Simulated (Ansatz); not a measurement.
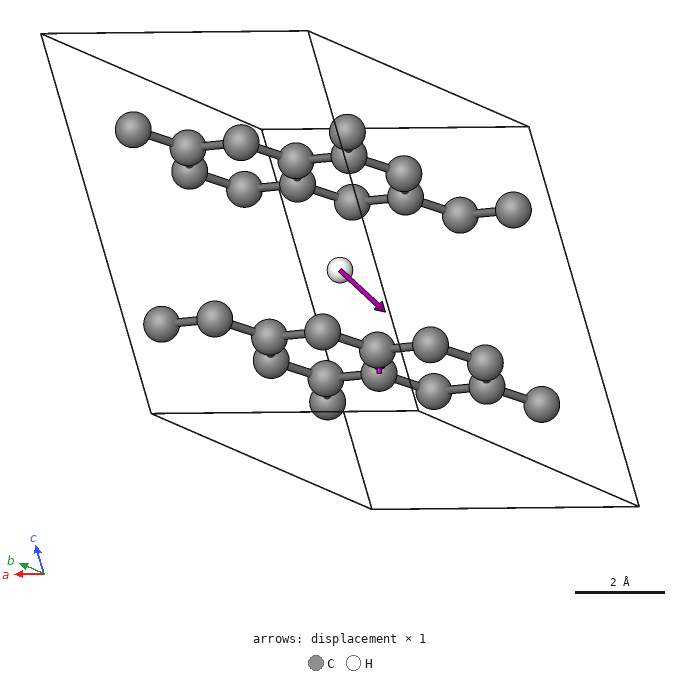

This is a relaxation of a defect cell of composition HC28. The starting structure is drawn; purple arrows show the displacements, at their true length.

The picture is a ball-and-stick view of the cell of the calculation, reduced to other axes (origin shifted), seen from a free direction. Lengths and directions refer to the drawn axes.

Case: H interstitial, charge +0, atoms relaxed.

Level of theory: DFT PBE, scalar-relativistic, plane waves, PAW in Ansatz 0.2.0. Set-up: plane-wave cutoff 420 eV; k-point mesh 4 × 4 × 4; occupations gaussian; smearing width 0.1 eV; no spin polarisation; atoms relaxed in a fixed cell; force threshold 0.02 eV/Å; at most 60 steps.

> Which element moves most?

Hydrogen: up to 1.45 Å, against 0.35 Å for carbon.

> What happened in the run?

The energy falls by 1.632 eV per cell of the calculation in 15 accepted moves (16 points after the start). Largest force component: 0.14 eV/Å at the start, 0.0019 eV/Å at the end. The line search rejected the trial step at point 11 of the run. The atom that moves furthest is the H atom (1.45 Å along [0 −2 −1]). Largest moves by element: H 1.45 Å, C 0.35 Å. The cell stays as it was. Among the contacts that change: C–H 2.510 → 1.130 Å, C–C 1.424 → 1.491 Å, C–C 1.424 → 1.407 Å, C–C 1.424 → 1.435 Å. New bonds form: C–H (2.51 → 1.13 Å). Bond angles that change, for instance: C–C–C 120.0° → 115.8°.

Limits of the set-up: the periodic images lie only 6.5 Å apart, so the values are limited by the cell's size.
